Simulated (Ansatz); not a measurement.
**Run report: Sn$_{4}$HO, single-point calculation**

Sn$_{4}$HO (slab, 6 atoms in the cell), computed with DFT, LDA, plane waves, PAW, no spin polarisation (Ansatz 0.2.0).

The structure derives from an entry of the Crystallography Open Database. Figures and captions count atoms from 1; the log counts them from 0 in places.

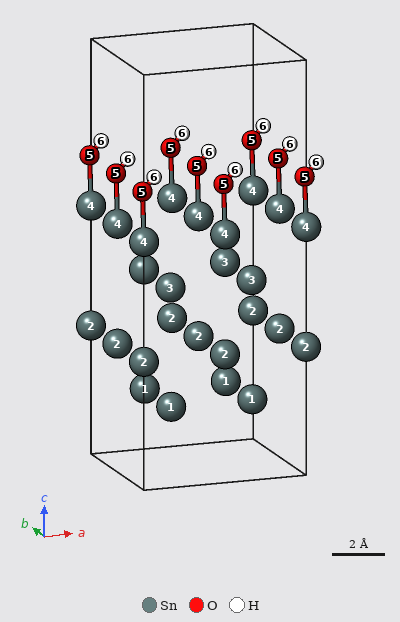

The structure as given in the input (ball-and-stick view of the 2 × 2 repeat of the cell, with the vacuum cut short, seen slightly off an axis; atoms are numbered from 1 in the order of the input). An atom can appear more than once, as a periodic image.

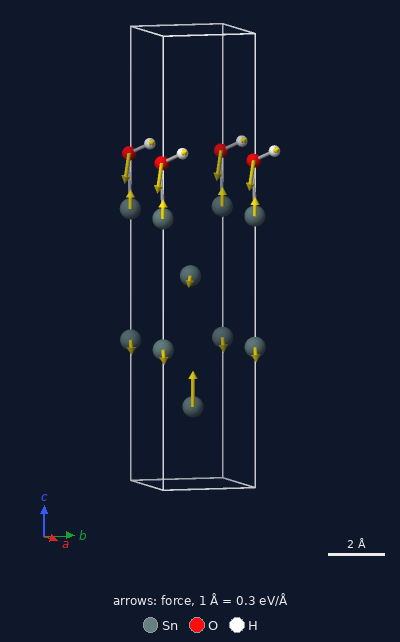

Forces on the atoms as yellow arrows (ball-and-stick view of the cell of the calculation, with the vacuum cut short, seen slightly off an axis). The largest act on Sn1 (0.39 eV/Å); O5 (0.34 eV/Å); Sn4 (0.21 eV/Å); Sn2 (0.17 eV/Å), among others. Atoms are counted from 1 in the order of the input and aren't labelled in the picture. The geometry is not a stationary point of this energy.

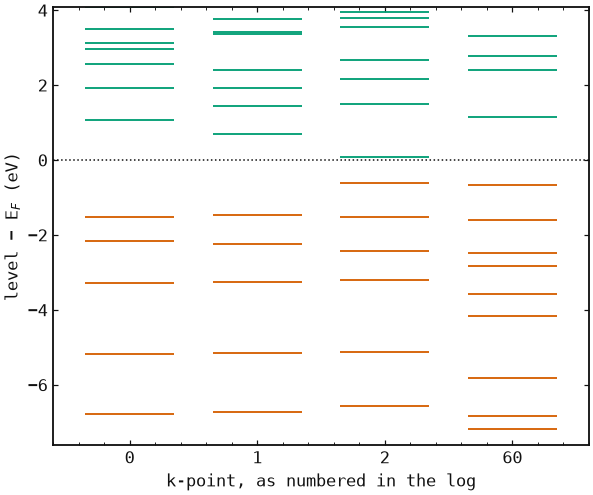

Kohn–Sham levels near the Fermi level (dotted) at the few k-points that the log prints; levels within 0.02 eV of each other stand side by side. The system is metallic on the full mesh.

The input and output of the run follow.

### Input
```yaml
crystal:
  lattice:
    - [3.4135078666, 0.0, 0.0]
    - [0.3483379104, 3.3956879502, 0.0]
    - [0.0, 0.0, 26.7417357796]
  atoms:
    - { symbol: Sn, position: [0.5, 0.5, 0.3178552084] }
    - { symbol: Sn, position: [0.0, 0.0, 0.4033861283] }
    - { symbol: Sn, position: [0.483991075, 0.4788850364, 0.4950897905] }
    - { symbol: Sn, position: [0.00121387, -0.0039626618, 0.5810507098] }
    - { symbol: O, position: [-0.0203695685, -0.0084822412, 0.6558806213] }
    - { symbol: H, position: [0.1741877521, 0.1475342167, 0.6709158249] }
basis:
  ecutwfc: 420
  ecutrho_ratio: 12
kpoints:
  mp_grid: { grid: [11, 11, 1] }
hamiltonian:
  xc: lda
scf:
  occupations: { method: gaussian, width: 0.1 }
output:
  forces: true
  eigenvalues: true
efield:
  axis: 3
  dipole_correction: true
  ramp_width: 0.04
```

Run as:
```bash
ansatz run input.yaml --threads 2 --pin off --max-ram 5120MiB --backend cpu --events-out ev --progress --plain --runs-dir out
```

### What the program printed
```
Engine: ansatz 0.2.0, aarch64-unknown-linux-gnu
Pseudopotentials: kind: paw
Pseudopotential: Sn, paw, valence charge 14, recommended cutoff 420 eV (normal), Sn.paw.azcp
Pseudopotential: O, paw, valence charge 6, recommended cutoff 420 eV (normal), O.paw.azcp
Pseudopotential: H, paw, valence charge 1, recommended cutoff 420 eV (normal), H.paw.azcp
Functional definition: SPW92
  exchange = slater_x
  correlation = pw_c
Crystal: 6 atoms, lattice volume = 309.969 Å³
Basis set: ecut = 420 eV, 6107 PW (Γ)
Bands: 38, of which v1, the nominal top of the filled ones, is band 32 counted from 1 (31 counted from 0)
Symmetry: 1 space group operations
Space group: P1 (ITA 1), of the structure as read, at distance tolerance 6.8e-5 Å
k-points: 61 of 121 (time reversal used)
Non-local potential: Sn, projectors of the file, l = 0: 2, l = 1: 2, l = 2: 2, l = 3: 2
Non-local potential: O, projectors of the file, l = 0: 2, l = 1: 2, l = 2: 1
Non-local potential: H, projectors of the file, l = 0: 2, l = 1: 1
PAW form: soft (Blöchl's): semilocal exchange-correlation on the pseudo side does not see the compensation charge
PAW frozen core: Sn, regenerated for the run's functional, and the local potential with it (the file was generated under x = pbe(κ = 0.804, μ = 0.2195149727645171), c = pbe(β = 0.06672455060314922))
PAW frozen core: O, regenerated for the run's functional, and the local potential with it (the file was generated under x = pbe(κ = 0.804, μ = 0.2195149727645171), c = pbe(β = 0.06672455060314922))
PAW one-centre angular grid: Sn, 590 points (default); XC on 64 Gauss nodes
PAW one-centre angular grid: O, 110 points (default); XC on 64 Gauss nodes
PAW one-centre angular grid: H, 110 points (default); XC on 64 Gauss nodes
Initial density: superposition of atomic densities (neutral atoms: chi_scale 0, normalization atom), corrected by the library's trained network
Initial wavefunctions: pseudopotential atomic-orbital guess
Functional: x = slater, c = lda
SCF iter   1: F=—  HF=-24087.523368 eV  |F-HF|=—  |Δ(HF+E_count)|=         —  Δρ=5.34e-3  dr2=1.75e-1  ethr=1.77e-3  p=-0.054 e·Å  D=-3.18e-2 V/Å  ΔV_dip=0.85 eV  dr2_dipole=5.80e-2  V_vac-E_F(+/−)=5.21/4.36 eV  ⟨swp⟩=8.4  Hψ=10340  notcnv=0
efield: sawtooth ramp at fractional position 0.9744 (placed from the atoms, in the widest stretch of the axis that holds none; the zero of the levels goes with the place), width 0.0400; the density the first Hamiltonian is built on has a dipole p = -0.054 e·Å; the dipole correction subtracts the counter field D = -3.18e-2 V/Å, which shifts the + side's vacuum level by +0.85 eV against the − side's; the planar-averaged density in the ramp window peaks in size at 4.2e-6 e/Å³
preconditioner: auto → LDOS  [metal: Δε(μ)=0.006 eV  Ē_g=18.049 eV  σ=0.100 eV  W_gap=0.03  n_scr=52 (ndim 8)  ℏωp=16.7 eV  f_vac=0.548  D(μ)=3.07/eV (n_scr^D=10)  β→1.0]
SCF iter   2: F=—  HF=-24087.509305 eV  |F-HF|=—  |Δ(HF+E_count)|=   1.41e-2  Δρ=3.17e-3  dr2=2.70e-2  ethr=2.78e-4  p=-0.093 e·Å  D=-5.42e-2 V/Å  ΔV_dip=1.45 eV  dr2_dipole=3.90e-4  V_vac-E_F(+/−)=5.70/4.25 eV  ⟨swp⟩=2.1  Hψ=5040  notcnv=0  defer=88
SCF iter   3: F=—  HF=-24087.500608 eV  |F-HF|=—  |Δ(HF+E_count)|=   8.70e-3  Δρ=1.29e-3  dr2=8.39e-3  ethr=4.29e-5  p=-0.086 e·Å  D=-5.02e-2 V/Å  ΔV_dip=1.34 eV  dr2_dipole=2.18e-3  V_vac-E_F(+/−)=5.56/4.22 eV  ⟨swp⟩=2.2  Hψ=4461  notcnv=0  defer=88
SCF iter   4: F=—  HF=-24087.499179 eV  |F-HF|=—  |Δ(HF+E_count)|=   1.43e-3  Δρ=3.89e-4  dr2=9.48e-4  ethr=1.33e-5  p=-0.090 e·Å  D=-5.27e-2 V/Å  ΔV_dip=1.41 eV  dr2_dipole=3.05e-4  V_vac-E_F(+/−)=5.61/4.20 eV  ⟨swp⟩=2.0  Hψ=4034  notcnv=0  defer=88
SCF iter   5: F=—  HF=-24087.498992 eV  |F-HF|=—  |Δ(HF+E_count)|=   1.87e-4  Δρ=9.82e-5  dr2=7.67e-5  ethr=1.50e-6  p=-0.092 e·Å  D=-5.35e-2 V/Å  ΔV_dip=1.43 eV  dr2_dipole=2.38e-5  V_vac-E_F(+/−)=5.62/4.19 eV  ⟨swp⟩=2.9  Hψ=4249  notcnv=0  defer=88
SCF iter   6: F=—  HF=-24087.499002 eV  |F-HF|=—  |Δ(HF+E_count)|=   9.97e-6  Δρ=1.69e-5  dr2=2.83e-6  ethr=1.22e-7  p=-0.092 e·Å  D=-5.38e-2 V/Å  ΔV_dip=1.44 eV  dr2_dipole=6.56e-7  V_vac-E_F(+/−)=5.62/4.18 eV  ⟨swp⟩=2.0  Hψ=2786  notcnv=0  defer=83
SCF iter   7: F=—  HF=-24087.499002 eV  |F-HF|=—  |Δ(HF+E_count)|=   3.14e-8  Δρ=6.66e-6  dr2=2.00e-7  ethr=4.50e-9  p=-0.092 e·Å  D=-5.39e-2 V/Å  ΔV_dip=1.44 eV  dr2_dipole=5.74e-9  V_vac-E_F(+/−)=5.62/4.18 eV  ⟨swp⟩=2.0  Hψ=2891  notcnv=0  defer=83
SCF iter   8: F=-24087.499002 eV  HF=-24087.499002 eV  |F-HF|=8.00e-9  |Δ(HF+E_count)|=   1.40e-9  Δρ=1.53e-6  dr2=1.94e-8  ethr=1.59e-10  p=-0.092 e·Å  D=-5.39e-2 V/Å  ΔV_dip=1.44 eV  dr2_dipole=2.25e-10  V_vac-E_F(+/−)=5.62/4.18 eV  ⟨swp⟩=12.7  Hψ=11298  notcnv=0
SCF 1 converged in 8 iterations: F = -24087.499002 eV  dr2 = 1.94e-8
  greatest PAW one-centre occupation: 0.993 electrons in one spin orbital (limit 2), on the Sn atom at site 3 (counted from 0), in its partial waves of l = 2
SCF converged after 8 iterations
Free energy (F): -24087.499002 eV
Harris-Foulkes:  -24087.499002 eV  (|F-HF|=8.00e-9)
Internal energy: -24087.483108 eV  (E = F + TS)
E sigma→0 (E₀):  -24087.491055 eV
Entropy (-TS):   -0.015894 eV (-2.649 meV/atom)
Fermi energy:    0.838626 eV
Dipole field:    D = -0.053889 V/Å  (p = -0.092312 e·Å, saw-weighted, corrected)
Work function:   Φ+ = 5.6227 eV   Φ− = 4.1816 eV
Levels:          The Fermi level and band energies are counted from a zero that moves with the ramp; work functions are not
--- Per-component energies (eV) ---
  E_band       = -938.088546
  E_kinetic    = 933.113614
  E_local      = -54169.240800  (includes V_loc(G=0)·N_el)
  E_nonlocal   = -61.411801
  E_hartree    = 27152.840808
  E_xc         = -1595.652457
  E_vxc        = -496.322676  (∫ρ·V_xc dr)
  E_paw        = -16120.980495  (= ΣΔE_a)
  E_vpaw       = -1447.911275  (= ΣTr[D̂ρ^β])
  E_aug_tail   = 0.000001  (compensation charges beyond the density's cutoff)
  E_efield     = 0.002487  (sawtooth field / dipole correction)
  E_vefield    = -1.979039  (∫n·V_field dr)
  E_ewald      = 19772.049021
  E_core_change = 1.796514  (= ΣΔE_core)
  E_smearing   = -0.015894  (= −TS)
  E_closure    = 0.000000  (closes the sum)
  Σ components = -24087.499002   (vs F -24087.499002, Δ=0.00e0)
--- Forces (eV/Å), atoms counted from 1 ---
  atom   1  Sn     0.00076435     0.00160321     0.39277747
  atom   2  Sn     0.00946187     0.00970203    -0.16853676
  atom   3  Sn    -0.00904421    -0.01806813    -0.13456880
  atom   4  Sn    -0.00265080     0.00475584     0.21083468
  atom   5  O     -0.04736801    -0.03389757    -0.33643700
  atom   6  H      0.04885845     0.03590223     0.03546163
  max |Σ_I F_I| component: 4.69e-4 eV/Å
--- Band table (eV; the first three rows and the last of 61) ---
  k-point 0: bands = ["-20.8955", "-20.8206", "-20.7717", "-20.7547", "-20.7182", "-20.7124", "-20.6888", "-20.6823", "-20.6686", "-20.6443", "-20.6417", "-20.6077", "-20.5920", "-20.5515", "-20.5504", "-20.5211", "-20.5066", "-20.4938", "-20.4884", "-20.4629", "-17.9304", "-10.0134", "-9.1460", "-7.4813", "-5.9443", "-4.3474", "-2.4432", "-1.3337", "-0.6846", "1.8942", "2.7528", "3.4117", "3.7890", "3.9479", "4.3455", "4.9116", "5.6810", "5.7935"]
  k-point 1: bands = ["-20.8926", "-20.8132", "-20.7692", "-20.7545", "-20.7208", "-20.7052", "-20.6860", "-20.6808", "-20.6657", "-20.6424", "-20.6375", "-20.6083", "-20.5921", "-20.5532", "-20.5524", "-20.5226", "-20.5087", "-20.4957", "-20.4894", "-20.4666", "-17.9203", "-9.9031", "-9.0396", "-7.3988", "-5.8902", "-4.3281", "-2.4185", "-1.4092", "-0.6366", "1.5449", "2.2850", "2.7723", "3.2506", "4.1917", "4.2501", "4.5954", "5.1751", "5.8688"]
  k-point 2: bands = ["-20.8853", "-20.7979", "-20.7590", "-20.7546", "-20.7255", "-20.6959", "-20.6900", "-20.6606", "-20.6580", "-20.6367", "-20.6288", "-20.6087", "-20.5919", "-20.5585", "-20.5522", "-20.5285", "-20.5133", "-20.5033", "-20.4905", "-20.4747", "-17.8929", "-9.5727", "-8.7232", "-7.1654", "-5.7396", "-4.2849", "-2.3743", "-1.5839", "-0.6894", "0.2260", "0.9131", "2.3283", "3.0025", "3.4954", "4.3819", "4.6401", "4.7884", "5.5567"]
  k-point 60: bands = ["-20.8622", "-20.7781", "-20.7692", "-20.7379", "-20.7252", "-20.6884", "-20.6636", "-20.6526", "-20.6366", "-20.6171", "-20.6042", "-20.5926", "-20.5876", "-20.5701", "-20.5350", "-20.5333", "-20.5230", "-20.5040", "-20.4927", "-20.4817", "-17.7836", "-7.2055", "-6.8193", "-6.3448", "-5.9882", "-4.9870", "-3.3238", "-2.7345", "-1.9906", "-1.6412", "-0.7548", "0.1635", "1.9928", "3.2337", "3.6122", "4.1476", "4.9754", "5.7376"]
```

### Results in brief

```csv
quantity,value
outcome,converged
electrons treated,63
free energy,−24087.4990 eV
Fermi energy,0.839 eV
gap on the k-point mesh,none (metallic)
largest force (length of the vector),0.393 eV/Å
hardware,"2 threads of Arm Neoverse V2, 24 GiB of memory available, shared host"
wall time,27 s (CPU time 53 s)
peak memory,1 GiB
```

### Notes

Settings chosen away from the usual ones: kpoints.mp_grid.grid set to [11, 11, 1] (from [9, 9, 1]); basis.ecutrho_ratio set to 12; hamiltonian.xc set to lda (from pbesol). The cell holds an odd number of electrons but the run has no spin polarisation, so a band is left half filled.
